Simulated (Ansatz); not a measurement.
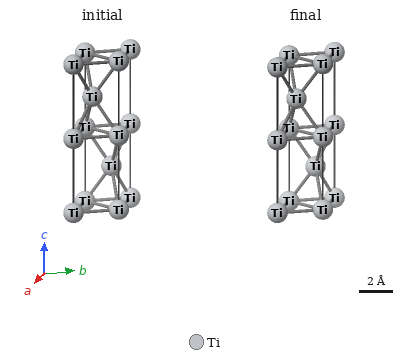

The structure of crystalline Ti (a generated structure, set up in P6_3/mmc) before (left) and after (right) a relaxation, at one scale.

The picture is a ball-and-stick view of the cell of the calculation, seen slightly off an axis.

Phase: dhcp.

The calculation used DFT, PBE, plane waves (420 eV) with PAW, scalar-relativistic (Ansatz).

Input
```yaml
crystal:
  lattice:
    - [2.9229395509, 0.0, 0.0]
    - [-1.4614697754, 2.5313399048, 0.0]
    - [0.0, 0.0, 9.5463205732]
  atoms:
    - { symbol: Ti, position: [0.0, 0.0, 0.0], spin: 1.0 }
    - { symbol: Ti, position: [0.0, 0.0, 0.5], spin: 1.0 }
    - { symbol: Ti, position: [0.3333333333, 0.6666666667, 0.25], spin: 1.0 }
    - { symbol: Ti, position: [0.6666666667, 0.3333333333, 0.75], spin: 1.0 }
hamiltonian:
  xc: pbe
  pseudopotentials:
    kind: paw
    azcp:
      Ti: "pseudopotentials/Ti.paw.azcp"
basis:
  ecutwfc: 420
  fft_grid_basis: typed
kpoints:
  mp_grid: { grid: [12, 12, 4], shift: [0, 0, 0] }
magnetization:
  spin_polarized: true
scf:
  occupations: { method: fermi_dirac, width: 0.05 }
relax:
  max_steps: 60
  f_tol: 0.01
  cell: {}
output:
  write_density: true
  write_potential: true
  elf: true
  volumetric_format: npy
```

Launched with:
```bash
ansatz run input.yaml --threads 2 --pin off --max-ram 6144MiB --backend cpu --events-out ev --progress --plain --runs-dir out
```

> Summarise the run.

The atoms keep their places relative to the cell (all moves are under 0.005 Å). The volume changes by −1.0 %, with a = b 2.923 → 2.935 Å (+0.4 %), c 9.546 → 9.371 Å (−1.8 %). Some distances before and after: Ti1–Ti3 2.923 → 2.891 Å, Ti1–Ti1 2.923 → 2.935 Å. The space group stays P6_3/mmc (No. 194). The energy falls by 2.9 meV per atom in 3 accepted moves (4 points after the start). All forces vanish by symmetry, so only the cell relaxes. The pressure goes from −1.11 to 0.00 GPa. At 1 point the geometry stayed and the basis and grid were re-selected for the new cell (energy shift of less than 0.05 meV per atom at most each time). The program noted that the starting moments weren't kept. Cost: 53 s on 2 threads of Arm Neoverse V1, on a shared host, peak memory 0.47 GiB.
